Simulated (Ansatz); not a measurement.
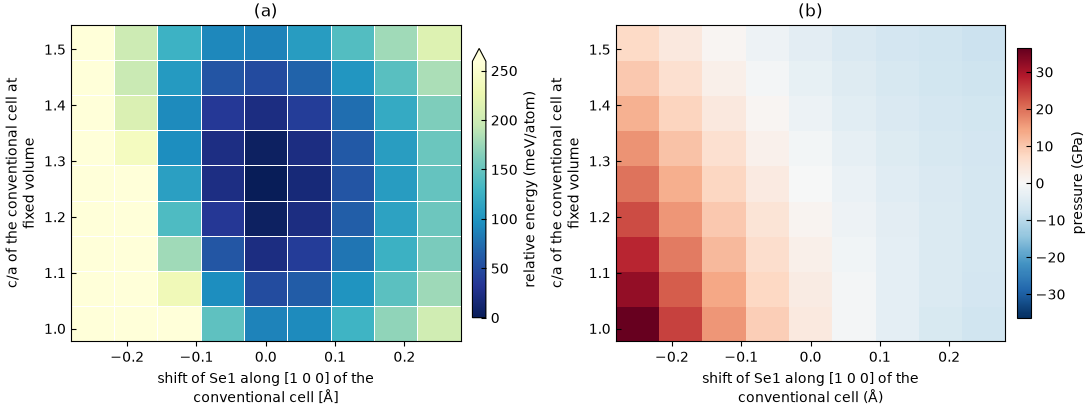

Se (P3_121, No. 152; 3 atoms in the cell). The energy is mapped over a free internal coordinate and the cell. Coordinates scanned: (1) shift of Se1 along [1 0 0] of the conventional cell, Cartesian (1 0 0), its symmetry partners moved as symmetry demands (measured in the relaxed cell); (2) c/a of the conventional cell at fixed volume. Nothing is relaxed (all other coordinates fixed). Grid: 9 × 9 points. Points are written as (first, second). Energies are in meV/atom, from the lowest grid point. The band gap closes in part of the range. Level of theory: Ansatz 0.2.0, DFT PBE+D3(BJ), scalar-relativistic, plane waves, PAW. Settings: cutoff 420 eV, k-mesh 9×9×8 in the order of the run's cell vectors, gaussian smearing 0.05 eV, no spin polarisation.

Panel (a) is the energy and panel (b) the computed pressure on the same grid.

The picture shows one coloured cell a grid point, one colour for all values above the top of the scale.

How does the pressure vary over the map, and what is it at the lowest grid point?

It runs from −7.8 GPa at (0.250 Å, 1.513) to 36.3 GPa at (−0.250 Å, 1.008). At the lowest grid point, (0.000 Å, 1.260), it is 0.0 GPa.
